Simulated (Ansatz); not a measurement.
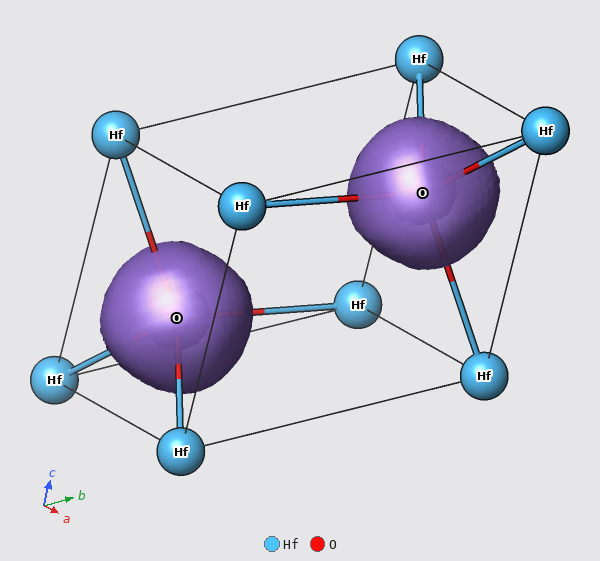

The picture shows: HfO2. Isosurface of the electron localisation function at 0.7 (purple), seen slightly off an axis. Only the valence region is drawn (cores and ρ < 0.01 e/Å³ removed). Sticks mark near contacts.

Space group P-1; changed on purpose from its base cell (cell strained at random at fixed volume); not relaxed (largest force 0.3 eV/Å); computed pressure about −6 GPa in this cell.

All numbers below come from Kohn-Sham DFT of a periodic cell, PBE with D3(BJ), spin-orbit coupling, PseudoDojo stringent in Ansatz 0.2.0.

Core electrons are replaced by pseudopotentials, and the valence fields are smoothed inside the atomic spheres.

> Identify the bonds, lone pairs and shells in this picture.

At this value the surface marks out two regions wrapped around O (the valence shell of each), counted in one cell of 3 atoms. Any copies at cell faces, edges or corners count once. Along the contacts the grid gives the following. Hf–O (2.17 Å): the ELF peaks at about 0.85 in the valence shell of O, 0.6 Å from its nucleus, and drops to about 0.15 between the two atoms; no localised pair shows between them. Hf–O (2.30 Å): the ELF is about 0.15 at the midpoint: no shared electron pair shows on this line.

> Metal or insulator at this level of theory?

It is gapped, with a Kohn–Sham gap of 3.9 eV on the k-point mesh (the band edges may lie off the mesh, which would make the gap smaller).
